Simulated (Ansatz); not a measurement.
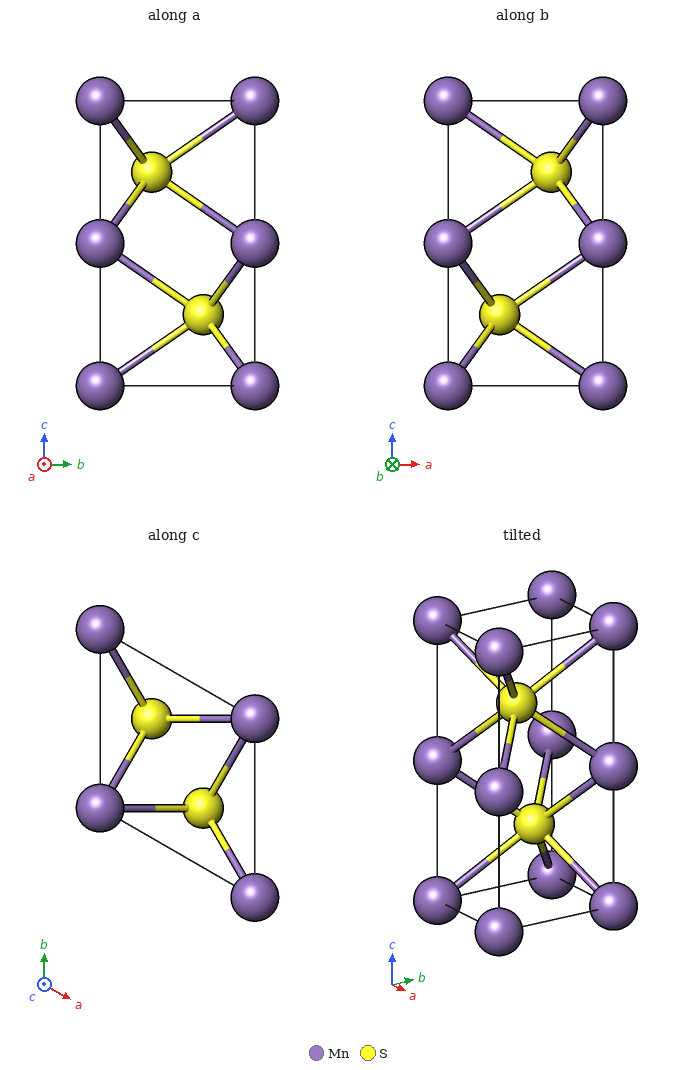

The crystal in a ball-and-stick representation, seen along the a axis, along the b axis, along the c axis and slightly off an axis. The edges of the conventional unit cell are marked.

Lattice parameters: a = 3.608 Å, b = 3.608 Å, c = 5.754 Å, α = 90.00°, β = 90.00°, γ = 120.00°.

From the views, write a table of Wyckoff sites.

Answer. Space group P6_3/mmc (No. 194).
```
atom  site       x       y       z
  Mn    2a  0.0000  0.0000  0.0000
   S    2c  0.3333  0.6667  0.2500
```

The initial geometry was a structure type filled with these elements by a generator (whether the compound takes this form wasn't checked). Earlier steps of the study may have refined or changed the cell and positions. It was run through Ansatz as a DFT input.
